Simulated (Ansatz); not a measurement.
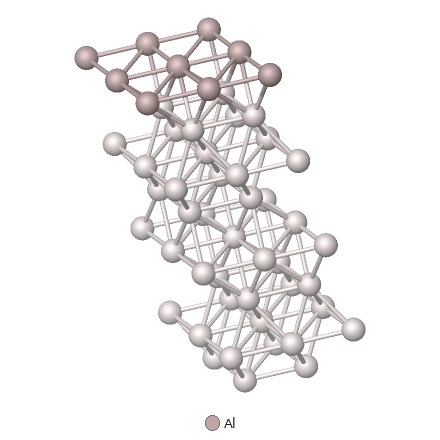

The system is O on an Al(001) slab cut from the P6_3/mmc phase, its upper half relaxed before the scan (32 atoms of substrate and one adsorbate in a 2 × 2 cell); the picture shows it without the atoms that are moved over the map. 
- O is moved over the surface cell at a fixed height above a rigid substrate; the origin of the map has the adsorbate above Al29; the height is held at 2.50 Å.
- Places are given modulo a cell vector. The map is drawn in real space over the plane of the surface.
- Grid: 6 × 6 points; 10 points were computed and 26 follow by symmetry.
- Places are given in fractions of the 1 × 1 surface cell.
- Energies: meV, counted from the lowest grid point.
- The runs have no spin polarisation, so an open-shell adsorbate far from the surface lies too high. At a fixed height the lowest place need not be the adsorption site.
- Level of theory: Ansatz 0.2.0, DFT PBE+D3(BJ), scalar-relativistic, plane waves, PAW. Settings: cutoff 420 eV, k-mesh 6×6×1, gaussian smearing 0.1 eV, no spin polarisation.

Range: position of O33 along the first surface vector from 0.000 to 0.833; position of O33 along the second surface vector from 0.000 to 0.833.

Question: What will the energy surface look like?

Answer: The lowest grid point is at the top site over a surface Al atom, (0/6, 0/6) of the cell vectors. No other kind of well shows on this grid. The highest grid point, a threefold hollow over a second-layer Al atom, (4/6, 2/6) of the cell vectors, lies 161 meV above the lowest. On the interpolated surface the easiest way out of the lowest well to its copy in the next cell or period passes a barrier of about 125 meV. At the lowest point the adsorbate has 1 Al at 2.50 Å as nearest neighbours, at the highest 3 Al at 2.98 Å.

| second ↓, first → | 0/6 | 1/6 | 2/6 | 3/6 | 4/6 | 5/6 |
| --- | --- | --- | --- | --- | --- | --- |
| 5/6 | 32 | 75 | 118 | 118 | 75 | 32 |
| 4/6 | 96 | 118 | 129 | 118 | 96 | 85 |
| 3/6 | 129 | 118 | 118 | 129 | 139 | 139 |
| 2/6 | 96 | 75 | 96 | 139 | 161 | 139 |
| 1/6 | 32 | 32 | 85 | 139 | 139 | 85 |
| 0/6 | 0 | 32 | 96 | 129 | 96 | 32 |

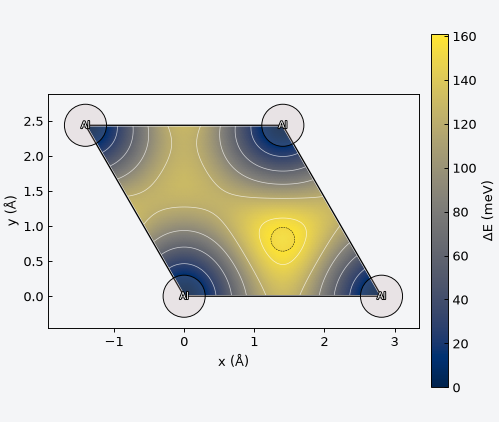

In the figure: a smooth colour map with a few white contour lines, labelled circles for the atoms of the top layer and small ones for the second layer, the outline of one cell of the plane. Between grid points the surface is interpolated.

Each point was launched as `ansatz run input.yaml --threads 2 --pin off --max-ram 6144MiB --backend cpu --events-out ev --progress --plain --runs-dir out`. Time for the 10 points that were run: 28 min on 2 threads of Arm Neoverse N1 (shared host).

PAW datasets: the set soft_1.
